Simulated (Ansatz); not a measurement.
# Calculations on Ru

Part 1: Vibrations

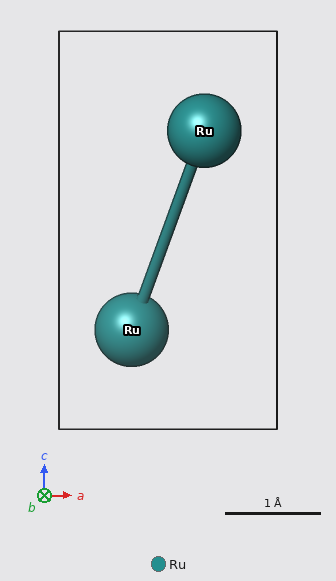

Normal modes of crystalline Ru relaxed at 11 GPa, space group P6₃/mmc (No. 194), at the zone centre. Style: ball-and-stick. Shown: the cell of the calculation, along the b axis.

These are results of DFT LDA, scalar-relativistic, plane waves, PAW in Ansatz, not measurements.

The input:
```yaml
crystal:
  lattice:
    - [2.6496082217, 0.0, 0.0]
    - [-1.3248041108, 2.29462803, 0.0]
    - [0.0, 0.0, 4.1901792921]
  atoms:
    - { symbol: Ru, position: [0.3333333333, 0.6666666667, 0.25] }
    - { symbol: Ru, position: [0.6666666667, 0.3333333333, 0.75] }
basis:
  ecutwfc: 420
kpoints:
  mp_grid: { grid: [18, 18, 10] }
hamiltonian:
  xc: lda
scf:
  occupations: { method: fermi_dirac, width: 0.15 }
output:
  eigenvalues: true
phonons:
  method: dfpt
  eigenvectors: true
```

Run as
```bash
ansatz run input.yaml --threads 1 --pin off --max-ram 3072MiB --backend cpu --events-out ev --progress --plain --runs-dir out
```

The frequencies depend somewhat on the k-mesh and the smearing.

> Which optical modes does it have, at what frequencies, and is it stable there?

The calculation's cell holds 2 atoms, so there are 3 optical modes, in 2 levels. The optical modes span E₂g + B₁g. No level is unstable.

| level | symmetry | frequency (cm⁻¹) | activity |
| --- | --- | --- | --- |
| 1 | E₂g | 212 | Raman-active |
| 2 | B₁g | 290 | silent |

The modes drawn as arrows (one member of each degenerate set):

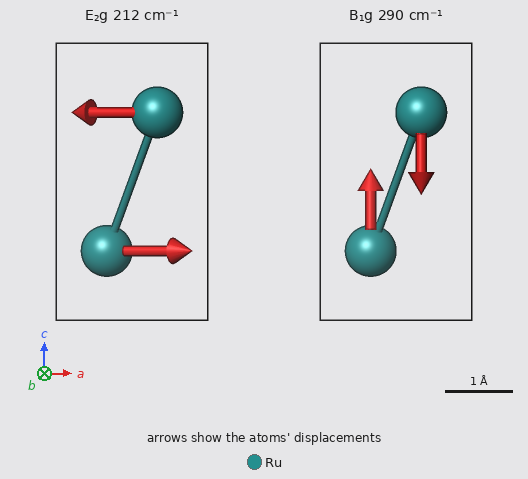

Part 2: Vibrations

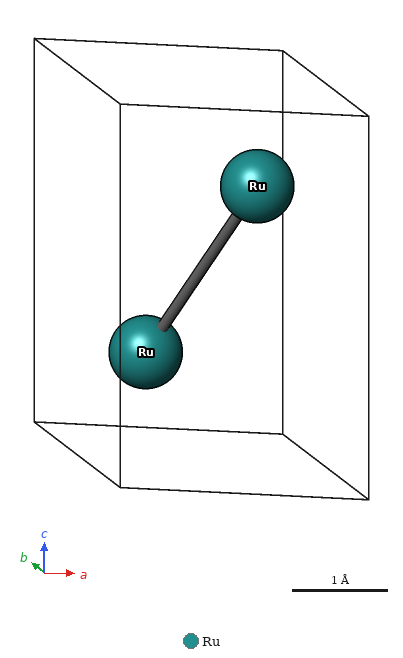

Normal modes of crystalline Ru at 0.98 times its rest volume, space group P6₃/mmc (No. 194), at the zone centre. The picture is a ball-and-stick view of the cell of the calculation, seen slightly off an axis.

Level of theory: DFT LDA, scalar-relativistic, plane waves, PAW in Ansatz.

Input
```yaml
crystal:
  lattice:
    - [2.6570821362, 0.0, 0.0]
    - [-1.3285410681, 2.3011006299, 0.0]
    - [0.0, 0.0, 4.200506842]
  atoms:
    - { symbol: Ru, position: [0.3333333333, 0.6666666667, 0.25] }
    - { symbol: Ru, position: [0.6666666667, 0.3333333333, 0.75] }
basis:
  ecutwfc: 420
kpoints:
  mp_grid: { grid: [18, 18, 10] }
hamiltonian:
  xc: lda
scf:
  occupations: { method: fermi_dirac, width: 0.15 }
output:
  eigenvalues: true
phonons:
  method: dfpt
  eigenvectors: true
```

Launched with:
```bash
ansatz run input.yaml --threads 1 --pin off --max-ram 3072MiB --backend cpu --events-out ev --progress --plain --runs-dir out
```

The frequencies depend somewhat on the k-mesh and the smearing.

List the optical modes.

The calculation's cell holds 2 atoms, so there are 3 optical modes, in 2 levels. The optical modes span E₂g + B₁g. No level is unstable.

```tsv
level	symmetry	frequency (cm⁻¹)	activity
1	E₂g	210	Raman-active
2	B₁g	284	silent
```

The modes drawn as arrows (one member of each degenerate set):

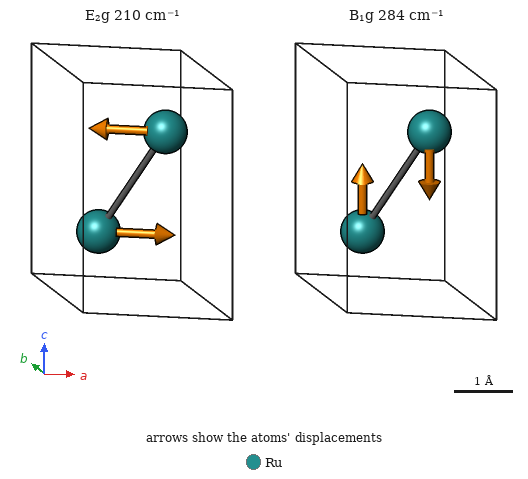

Part 3: One mode

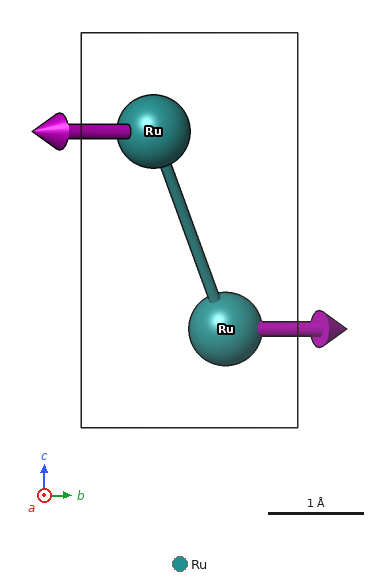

One vibrational mode of solid Ru relaxed at 22 GPa at the zone centre. Displacements are drawn as purple arrows; their common scale and sign are arbitrary. The picture is a ball-and-stick view of the cell of the calculation, seen along the a axis.

Method: DFT LDA, scalar-relativistic, plane waves, PAW in Ansatz. (plane-wave cutoff 420 eV; k-point mesh 18 × 18 × 10; occupations fermi dirac; smearing width 0.15 eV; target pressure 22 GPa; no spin polarisation)

The frequencies depend somewhat on the k-mesh and the smearing.

Question: Describe the mode and give its frequency.

Answer: This is the E₂g mode (doubly degenerate; one member of the set is drawn) at 220 cm⁻¹, the lowest optical level, Raman-active by symmetry. All motion is along b; atoms of one kind move against one another, with no net shift of their sublattice.

Part 4: One mode

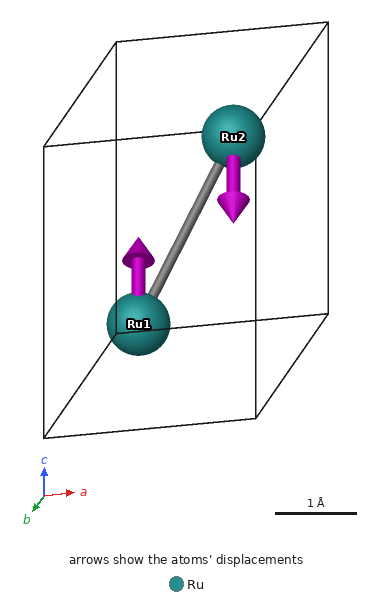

One vibrational mode of crystalline Ru relaxed at 5 GPa at the zone centre. The purple arrows are the displacements of the atoms (eigenvector over the root of the mass), of arbitrary overall length and sign. The picture is a ball-and-stick view of the cell of the calculation, seen from a free direction.

These are results of Ansatz, DFT LDA, scalar-relativistic, plane waves, PAW, not measurements. (plane-wave cutoff 420 eV; k-point mesh 18 × 18 × 10; occupations fermi dirac; smearing width 0.15 eV; target pressure 5 GPa; no spin polarisation)

The frequencies depend somewhat on the k-mesh and the smearing.

Question: What mode is this, and where does it lie in the spectrum?

Answer: This is the B₁g mode at 279 cm⁻¹, the highest optical level, silent by symmetry (neither infrared- nor Raman-active). All motion is along c; atoms of one kind move against one another, with no net shift of their sublattice.

Part 5: Softest mode

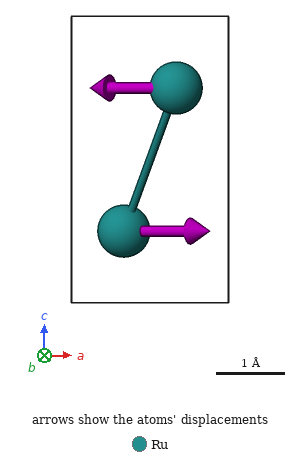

The lowest optical mode of solid Ru, space group P6₃/mmc (No. 194), at the zone centre. The purple arrows are the displacements of the atoms (eigenvector over the root of the mass), of arbitrary overall length and sign. Style: ball-and-stick. Shown: the cell of the calculation, along the b axis.

These are results of DFT LDA, scalar-relativistic, plane waves, PAW (Ansatz 0.2.0), not measurements. Settings: plane-wave cutoff 420 eV; k-point mesh 18 × 18 × 10; occupations fermi dirac; smearing width 0.15 eV; no spin polarisation.

The frequencies depend somewhat on the k-mesh and the smearing.

Q: Is this crystal at a minimum with respect to the drawn distortion?

A: Yes: this softest mode has a real frequency, and so have all others here. That speaks for this wave vector alone: the rest of the zone wasn't checked in this run. This is the E₂g mode (doubly degenerate; one member of the set is drawn) at 204 cm⁻¹, the lowest optical level, Raman-active by symmetry. All motion is along a; atoms of one kind move against one another, with no net shift of their sublattice.

Part 6: Softest mode

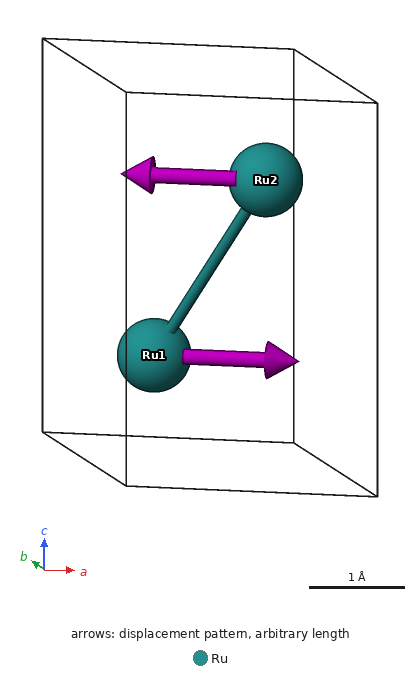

The lowest optical mode of a crystal of Ru at 1.02 times its rest volume, space group P6₃/mmc (No. 194), at the zone centre. Displacements are drawn as purple arrows; their common scale and sign are arbitrary. Style: ball-and-stick. Shown: the cell of the calculation, slightly off an axis.

All numbers below come from DFT LDA, scalar-relativistic, plane waves, PAW in Ansatz 0.2.0. Set-up: plane-wave cutoff 420 eV; k-point mesh 18 × 18 × 10; occupations fermi dirac; smearing width 0.15 eV; no spin polarisation.

The frequencies depend somewhat on the k-mesh and the smearing.

Is this crystal at a minimum with respect to the drawn distortion?

Yes: this softest mode has a real frequency, and so have all others here. That speaks for this wave vector alone: the rest of the zone wasn't checked in this run. This is the E₂g mode (doubly degenerate; one member of the set is drawn) at 198 cm⁻¹, the lowest optical level, Raman-active by symmetry. All motion is along a; atoms of one kind move against one another, with no net shift of their sublattice.
